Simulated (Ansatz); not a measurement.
# What a change does: single-point calculation on PbF$_{2}$

System: PbF$_{2}$ (3 atoms in the cell).
Method of the first run: DFT PBE, spin-orbit coupling, plane waves, PAW (Ansatz 0.2.0).

The structure was built on a prototype by a generator; it need not be a known phase. Text and figures count atoms from 1; the logs count them from 0 in places.

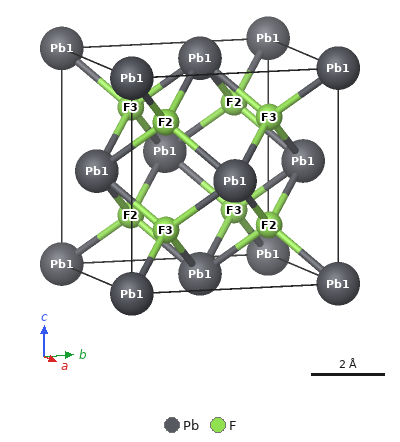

**Figure 1.** The input geometry (ball-and-stick view of the cell 4 times as large as that of the calculation, set on its symmetry axes, seen slightly off an axis; atoms are numbered from 1 in the order of the input).

### Input, the first run
```yaml
crystal:
  lattice:
    - [0.0, 3.0000716021, 3.0000716021]
    - [3.0000716021, 0.0, 3.0000716021]
    - [3.0000716021, 3.0000716021, 0.0]
  atoms:
    - { symbol: Pb, position: [0.0, 0.0, 0.0] }
    - { symbol: F, position: [0.25, 0.25, 0.25] }
    - { symbol: F, position: [0.75, 0.75, 0.75] }
basis:
  ecutwfc: 420
kpoints:
  mp_grid: { grid: [8, 8, 8] }
hamiltonian:
  xc: pbe
scf:
  occupations: { method: gaussian, width: 0.02 }
output:
  forces: true
  stress: true
  eigenvalues: true
magnetization:
  noncollinear: true
  spin_orbit: true
```

Launched with:
```bash
ansatz run input.yaml --threads 2 --pin off --max-ram 5632MiB --backend cpu --events-out ev --progress --plain --runs-dir out
```

Hardware: 2 threads of Arm Neoverse V2, 24 GiB of memory available, shared host.

### Output, shortened to warnings, some set-up lines, iterations and results (the first run)
```
Basis set: ecut = 420 eV, 1067 PW (Γ), exchange–correlation on 60×60×60 points (8 copies of the dense FFT grid, shifted against one another)
Symmetry: 48 space group operations + 48 with time reversal
k-points: 29 of 512
Initial density: superposition of atomic densities (chi_scale 0.1, normalization cell, long waves kept (reshape's long-wave potential 0.01 eV rms))
[...]
SCF iter   1: F=—  HF=-13563.759804 eV  |F-HF|=—  |Δ(HF+E_count)|=         —  Δρ=7.41e-2  dr2=2.50e0  dr2_m=0.00e0 (ungated)  ethr=3.10e-3  |M|=0.00e0 ∫|m|=0.00e0 μB  …
SCF iter   2: F=—  HF=-13563.049011 eV  |F-HF|=—  |Δ(HF+E_count)|=   7.11e-1  Δρ=2.28e-2  dr2=3.07e-1  dr2_m=0.00e0 (ungated)  ethr=3.10e-3  |M|=0.00e0 ∫|m|=0.00e0 μB  …
SCF iter   3: F=—  HF=-13563.007165 eV  |F-HF|=—  |Δ(HF+E_count)|=   4.18e-2  Δρ=1.34e-2  dr2=7.54e-2  dr2_m=0.00e0 (ungated)  ethr=1.10e-3  |M|=0.00e0 ∫|m|=0.00e0 μB  …
SCF iter   4: F=—  HF=-13563.033558 eV  |F-HF|=—  |Δ(HF+E_count)|=   2.64e-2  Δρ=4.97e-3  dr2=6.76e-3  dr2_m=0.00e0 (ungated)  ethr=2.69e-4  |M|=0.00e0 ∫|m|=0.00e0 μB  …
SCF iter   5: F=—  HF=-13563.039258 eV  |F-HF|=—  |Δ(HF+E_count)|=   5.70e-3  Δρ=2.83e-4  dr2=3.24e-5  dr2_m=0.00e0 (ungated)  ethr=2.41e-5  |M|=0.00e0 ∫|m|=0.00e0 μB  …
SCF iter   6: F=—  HF=-13563.039251 eV  |F-HF|=—  |Δ(HF+E_count)|=   7.01e-6  Δρ=5.03e-5  dr2=7.39e-7  dr2_m=0.00e0 (ungated)  ethr=1.16e-7  |M|=0.00e0 ∫|m|=0.00e0 μB  …
SCF iter   7: F=-13563.039251 eV  HF=-13563.039251 eV  |F-HF|=1.74e-8  |Δ(HF+E_count)|=   2.46e-7  Δρ=6.78e-6  dr2=2.44e-8  dr2_m=0.00e0 (ungated)  ethr=3.57e-10  |M|=0.00e0 …
SCF 1 converged in 7 iterations: F = -13563.039251 eV  dr2 = 2.44e-8
SCF converged after 7 iterations
Magnetization: |M| = 0.0000 μB,  M = (+0.0000, +0.0000, +0.0000) μB
Absolute magnetization: 0.0000 μB (∫|m|)
  site 0: m = (+0.0000, +0.0000, +0.0000) μB, |m| = 0.0000 μB  (R = 1.07 Å)
  site 1: m = (+0.0000, +0.0000, +0.0000) μB, |m| = 0.0000 μB  (R = 1.07 Å)
  site 2: m = (+0.0000, +0.0000, +0.0000) μB, |m| = 0.0000 μB  (R = 1.07 Å)
Free energy (F): -13563.039251 eV
Harris-Foulkes:  -13563.039251 eV  (|F-HF|=1.74e-8)
Internal energy: -13563.039251 eV  (E = F + TS)
E sigma→0 (E₀):  -13563.039251 eV
Fermi energy:    6.478814 eV
--- Per-component energies (eV) ---
  E_band       = -134.415465
  E_kinetic    = 697.663088
  E_local      = -2292.690409  (includes V_loc(G=0)·N_el)
  E_nonlocal   = 497.329809
  E_hartree    = 879.785205
  E_xc         = -381.405964
  E_vxc        = -337.894476  (∫ρ·V_xc dr)
  E_paw        = -10840.905421  (= ΣΔE_a)
  E_vpaw       = -458.402423  (= ΣTr[D̂ρ^β])
  E_aug_tail   = 0.004116  (compensation charges beyond the density's cutoff)
  E_ewald      = -2122.819676
  E_smearing   = -0.000000  (= −TS)
  E_closure    = 0.000000  (closes the sum)
  Σ components = -13563.039251   (vs F -13563.039251, Δ=0.00e0)
--- Forces (eV/Å), atoms counted from 1 ---
  atom   1  Pb    -0.00000000     0.00000000     0.00000000
  atom   2  F     -0.00000000    -0.00000000    -0.00000000
  atom   3  F      0.00000000     0.00000000    -0.00000000
  max |Σ_I F_I| component: 1.62e-17 eV/Å
--- Stress (GPa, compression-positive) ---
       -0.073741       0.000000       0.000000
        0.000000      -0.073741      -0.000000
       -0.000000       0.000000      -0.073741
  P = ⅓ Tr σ = -0.0737 GPa (-0.737 kbar)
```

For the second run the input was changed thus:
```diff
+  convergence: { dr2_threshold: 1.0e-08 }
```

What does this change do to the results?

Both reach the same energy, so the change doesn't alter the result. The SCF takes 8 iterations against 7.

### Output, shortened to warnings, some set-up lines, iterations and results (the second run)
```
Warning: output.stress: scf.convergence.dr2_threshold = 1e-8 eV is looser than the 3e-10 eV advised for a printed stress (1e-10 eV for each atom of the cell: 3). What an SCF threshold leaves in a stress goes as its square root, and in the free energy as the threshold itself, and one threshold admits the most on a small cell: of the crystals measured, under no hybrid functional and no lock of the …
Basis set: ecut = 420 eV, 1067 PW (Γ), exchange–correlation on 60×60×60 points (8 copies of the dense FFT grid, shifted against one another)
Symmetry: 48 space group operations + 48 with time reversal
k-points: 29 of 512
Initial density: superposition of atomic densities (chi_scale 0.1, normalization cell, long waves kept (reshape's long-wave potential 0.01 eV rms))
[...]
SCF iter   1: F=—  HF=-13563.759804 eV  |F-HF|=—  |Δ(HF+E_count)|=         —  Δρ=7.41e-2  dr2=2.50e0  dr2_m=0.00e0 (ungated)  ethr=3.10e-3  |M|=0.00e0 ∫|m|=0.00e0 μB  …
SCF iter   2: F=—  HF=-13563.049011 eV  |F-HF|=—  |Δ(HF+E_count)|=   7.11e-1  Δρ=2.28e-2  dr2=3.07e-1  dr2_m=0.00e0 (ungated)  ethr=3.10e-3  |M|=0.00e0 ∫|m|=0.00e0 μB  …
SCF iter   3: F=—  HF=-13563.007165 eV  |F-HF|=—  |Δ(HF+E_count)|=   4.18e-2  Δρ=1.34e-2  dr2=7.54e-2  dr2_m=0.00e0 (ungated)  ethr=1.10e-3  |M|=0.00e0 ∫|m|=0.00e0 μB  …
SCF iter   4: F=—  HF=-13563.033558 eV  |F-HF|=—  |Δ(HF+E_count)|=   2.64e-2  Δρ=4.97e-3  dr2=6.76e-3  dr2_m=0.00e0 (ungated)  ethr=2.69e-4  |M|=0.00e0 ∫|m|=0.00e0 μB  …
SCF iter   5: F=—  HF=-13563.039258 eV  |F-HF|=—  |Δ(HF+E_count)|=   5.70e-3  Δρ=2.83e-4  dr2=3.24e-5  dr2_m=0.00e0 (ungated)  ethr=2.41e-5  |M|=0.00e0 ∫|m|=0.00e0 μB  …
SCF iter   6: F=—  HF=-13563.039254 eV  |F-HF|=—  |Δ(HF+E_count)|=   3.52e-6  Δρ=5.03e-5  dr2=7.39e-7  dr2_m=0.00e0 (ungated)  ethr=1.16e-7  |M|=0.00e0 ∫|m|=0.00e0 μB  …
SCF iter   7: F=—  HF=-13563.039251 eV  |F-HF|=—  |Δ(HF+E_count)|=   3.25e-6  Δρ=6.76e-6  dr2=2.43e-8  dr2_m=0.00e0 (ungated)  ethr=2.64e-9  |M|=0.00e0 ∫|m|=0.00e0 μB  …
SCF iter   8: F=-13563.039251 eV  HF=-13563.039251 eV  |F-HF|=1.64e-11  |Δ(HF+E_count)|=   3.40e-9  Δρ=5.68e-7  dr2=1.10e-10  dr2_m=0.00e0 (ungated)  ethr=3.57e-11  …
SCF 1 converged in 8 iterations: F = -13563.039251 eV  dr2 = 1.10e-10
SCF converged after 8 iterations
Magnetization: |M| = 0.0000 μB,  M = (+0.0000, +0.0000, +0.0000) μB
Absolute magnetization: 0.0000 μB (∫|m|)
  site 0: m = (+0.0000, +0.0000, +0.0000) μB, |m| = 0.0000 μB  (R = 1.07 Å)
  site 1: m = (+0.0000, +0.0000, +0.0000) μB, |m| = 0.0000 μB  (R = 1.07 Å)
  site 2: m = (+0.0000, +0.0000, +0.0000) μB, |m| = 0.0000 μB  (R = 1.07 Å)
Free energy (F): -13563.039251 eV
Harris-Foulkes:  -13563.039251 eV  (|F-HF|=1.64e-11)
Internal energy: -13563.039251 eV  (E = F + TS)
E sigma→0 (E₀):  -13563.039251 eV
Fermi energy:    6.478769 eV
--- Per-component energies (eV) ---
  E_band       = -134.417065
  E_kinetic    = 697.664204
  E_local      = -2292.694269  (includes V_loc(G=0)·N_el)
  E_nonlocal   = 497.330281
  E_hartree    = 879.787907
  E_xc         = -381.406007
  E_vxc        = -337.894542  (∫ρ·V_xc dr)
  E_paw        = -10840.905808  (= ΣΔE_a)
  E_vpaw       = -458.403084  (= ΣTr[D̂ρ^β])
  E_aug_tail   = 0.004116  (compensation charges beyond the density's cutoff)
  E_ewald      = -2122.819676
  E_smearing   = -0.000000  (= −TS)
  E_closure    = -0.000000  (closes the sum)
  Σ components = -13563.039251   (vs F -13563.039251, Δ=0.00e0)
--- Forces (eV/Å), atoms counted from 1 ---
  atom   1  Pb    -0.00000000     0.00000000    -0.00000000
  atom   2  F      0.00000000    -0.00000000    -0.00000000
  atom   3  F      0.00000000     0.00000000     0.00000000
  max |Σ_I F_I| component: 4.86e-17 eV/Å
--- Stress (GPa, compression-positive) ---
       -0.073665      -0.000000      -0.000000
       -0.000000      -0.073665      -0.000000
       -0.000000      -0.000000      -0.073665
  P = ⅓ Tr σ = -0.0737 GPa (-0.737 kbar)
```

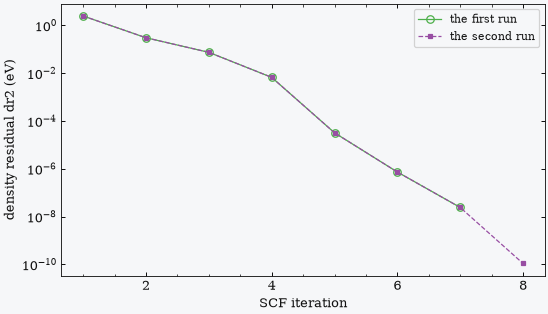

**Figure 2.** Convergence of the two runs: density residual dr2 against the SCF iteration. The first run takes 7 iterations in all, and the second run takes 8.

### The two runs side by side

| quantity | the first run | the second run |
| --- | --- | --- |
| outcome | converged | converged |
| free energy per atom (eV) | −4521.0131 | −4521.0131 |
| gap on the mesh (eV) | 4.04 | 4.04 |
| net moment of the cell (μB) | 0.00 | 0.00 |
| absolute moment of the cell (μB) | 0.00 | 0.00 |
| pressure (GPa) | −0.07 | −0.07 |
| largest force (eV/Å) | 0.000 | 0.000 |
| SCF iterations | 7 | 8 |
| irreducible k-points | 29 | 29 |
| plane waves at Γ | 1067 | 1067 |
| wall time (shared host) | 3.6 s | 3.8 s |

For the second run: Warnings: the SCF threshold is looser than advised for the printed stress.
